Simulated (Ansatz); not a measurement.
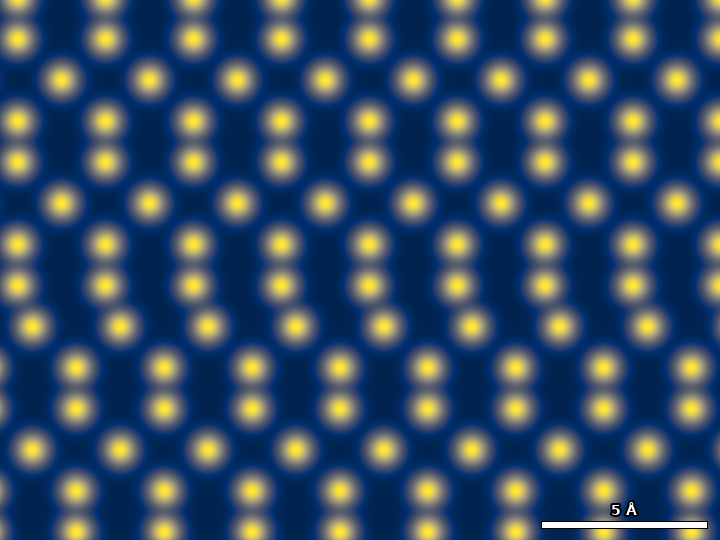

Dark-field STEM-like image of Ir (P6/mmm, No. 191) along [100]. Simulated incoherent Z contrast: every atom adds Z^1.8 spread by a probe of 0.68 Å full width; channelling and multiple scattering are left out. The display is stretched by a gamma of 0.65; percentages refer to the linear signal.

One planar defect was built into the perfect crystal by geometry alone, without relaxation. Host structure: the geometry relaxed with DFT, r2SCAN, plane waves (500 eV) with PAW, scalar-relativistic in Ansatz 0.2.0; the starting structure was generated, so it need not be a known form of this composition.

Q: Where does the periodic pattern break, and how?

A planar fault (a stacking fault) runs horizontally about 9 Å below the top edge. The part above it is shifted along the boundary by 1/3 of the 2.69 Å repeat of the rows (0.9 Å to the right, the same as 1.8 Å to the left); both parts keep the same orientation.
